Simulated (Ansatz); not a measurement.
**A Fermi-surface study of Ni₇Ge₄ in space group P-6m2**

Input file:

```yaml
crystal:
  lattice:
    - [3.93584017, 0.0, 0.0]
    - [-1.96792009, 3.40853758, 0.0]
    - [0.0, 0.0, 9.92155483]
  atoms:
    - { symbol: Ni, position: [0.0, 0.0, 0.37313423] }
    - { symbol: Ni, position: [0.0, 0.0, 0.87875668] }
    - { symbol: Ni, position: [0.0, 0.0, 0.12124332] }
    - { symbol: Ni, position: [0.0, 0.0, 0.62686577] }
    - { symbol: Ni, position: [0.66666667, 0.33333333, 0.5] }
    - { symbol: Ni, position: [0.33333333, 0.66666667, 0.24493464] }
    - { symbol: Ni, position: [0.33333333, 0.66666667, 0.75506536] }
    - { symbol: Ge, position: [0.66666667, 0.33333333, 0.24358416] }
    - { symbol: Ge, position: [0.66666667, 0.33333333, 0.75641584] }
    - { symbol: Ge, position: [0.33333333, 0.66666667, 0.0] }
    - { symbol: Ge, position: [0.33333333, 0.66666667, 0.5] }
basis:
  ecutwfc: 420
kpoints:
  mp_grid: { grid: [12, 12, 4] }
hamiltonian:
  xc: lda
  pseudopotentials: { kind: paw }
scf:
  occupations: { method: gaussian, width: 0.05 }
output:
  forces: true
  eigenvalues: true
  eigenstates:
    nscf_kmesh: { grid: [30, 30, 10] }
    top_band: c6
    de_dk: true
    localisation: true
  stress: true
checkpoint:
  write: ck
  compress: false
  write_wavefunctions: false
  write_every: 100000
```

Run with:

```sh
ansatz run input.yaml --threads 4 --pin off --max-ram 9216MiB --backend cpu --events-out ev --progress --plain --runs-dir out
```

All numbers here come from Ansatz, DFT LDA, scalar-relativistic, plane waves, PAW; levels and slopes on a dense k mesh at the converged density. No spin polarisation. The levels come from a k mesh of 30×30×10 points. Cell and positions as given, without relaxation (residual pressure −7 GPa). The cell comes from a database of computed structures, not from a measurement.

## 1. The sheets

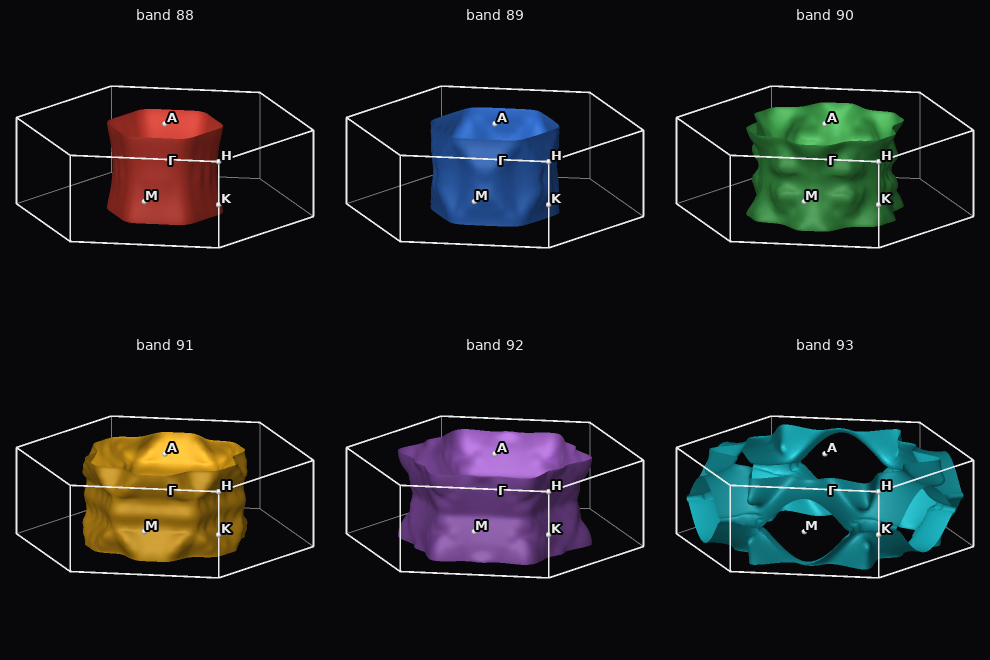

Computed Fermi surface of this crystal. Each panel holds one band. The brighter face of a sheet looks towards empty states. Only the first six of 7 bands are drawn.

Question: Describe the Fermi surface sheet by sheet.

Answer: Seven bands cross the Fermi level.

Band 88: one open hole tube parallel to Γ–A.
Band 89: one open hole tube parallel to Γ–A.
Band 90: one open hole tube parallel to Γ–A.
Band 91: one open hole tube parallel to Γ–A.
Band 92: one open hole tube parallel to Γ–A.
Band 93: a multiply connected open sheet, with filled and empty regions both running through the repeated zones in all directions (the band is filled at K, H and L and empty at Γ, A and M).

## 2. Speeds

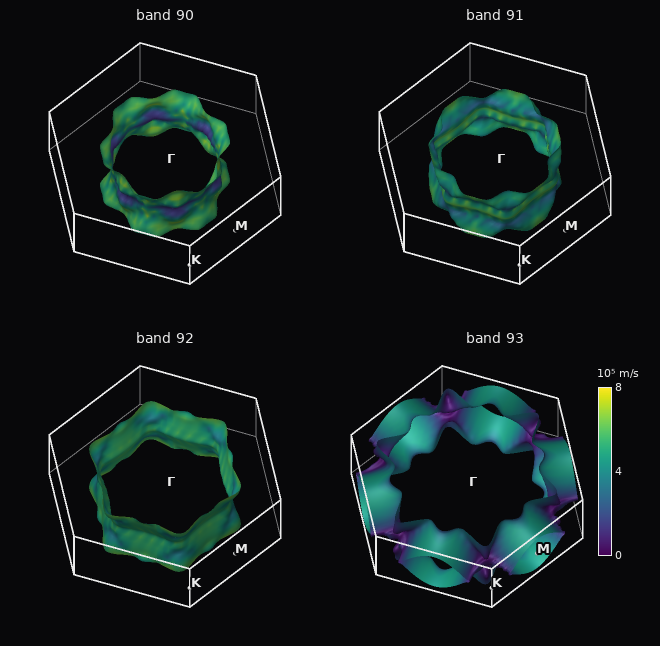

Fermi surface of this crystal (the four sheets of greatest area among seven bands), coloured by the Fermi speed.

Question: Give the range and mean of the Fermi speed for each band.

Answer: Band 90: 1.4 to 6.4 × 10⁵ m/s over most of the sheet, 3.8 × 10⁵ m/s on average over states. Band 91: 2.8 to 6.3 × 10⁵ m/s over most of the sheet, 4.5 × 10⁵ m/s on average over states. Band 92: 3.6 to 6.2 × 10⁵ m/s over most of the sheet, 5.0 × 10⁵ m/s on average over states. Band 93: 0.46 to 4.6 × 10⁵ m/s over most of the sheet, 1.7 × 10⁵ m/s on average over states.

Question: Which of these bands adds most to the density of states at the Fermi level?

Answer: Band 93, with 5.2 of 9.4 states/eV per cell.

## 3. Cuts and bands

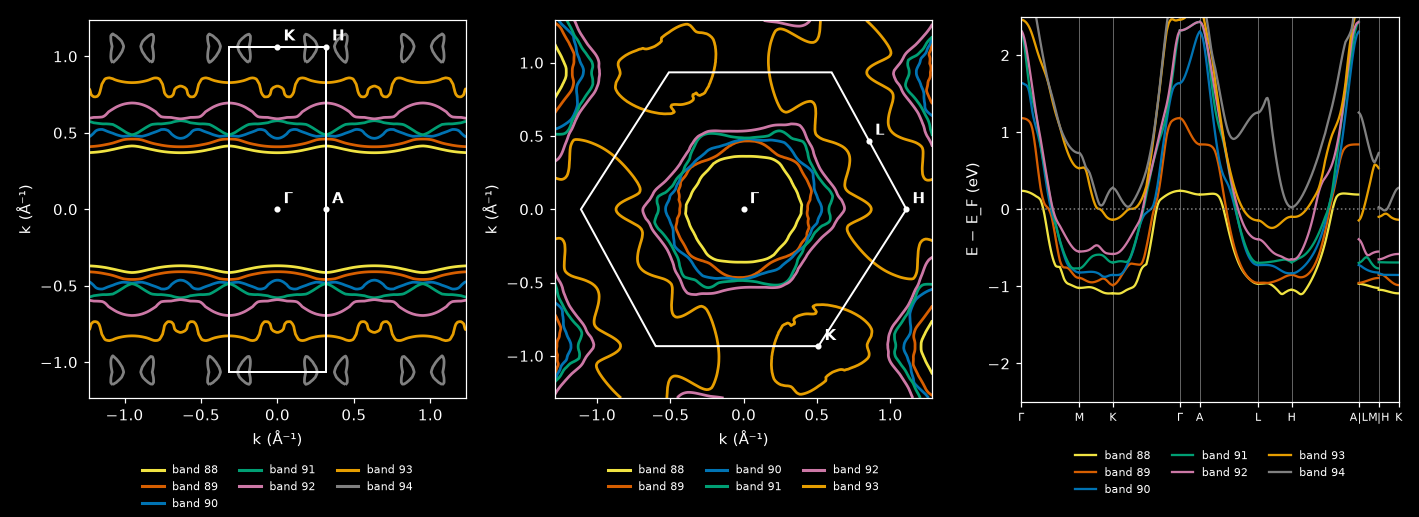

This crystal: cuts through the Fermi surface in the plane through Γ, A and K and the plane through Γ, H and L, and the bands that cross the Fermi level.

Question: Give each band's level at the labelled points, in eV from the Fermi level.

Answer:
```tsv
band	Γ	A	K	H	M	L
band 88	+0.24	+0.19	−1.09	−1.04	−1.02	−0.97
band 89	+1.18	+0.84	−0.98	−0.85	−0.89	−0.96
band 90	+1.64	+2.30	−0.85	−0.83	−0.82	−0.72
band 91	+2.32	+2.43	−0.69	−0.69	−0.77	−0.69
band 92	+2.32	+2.43	−0.58	−0.65	−0.55	−0.39
band 93	+2.46	above	−0.14	−0.10	+0.53	−0.14
band 94	above	above	+0.28	+0.03	+0.73	+1.25
```

Negative values are filled states; "above" and "below" lie outside the plotted window.

A magnetic state wasn't tried and may lie lower. A band edge lies within 0.03 eV of the Fermi level, so pockets and density of states there aren't settled. Necks and pockets thinner than about two mesh steps aren't resolved, so separate pockets may in truth be joined.

The run (self-consistency and the dense mesh) took 8.9 min on 4 threads of Arm Neoverse N1, with other jobs on the host, peak memory 3 GiB.
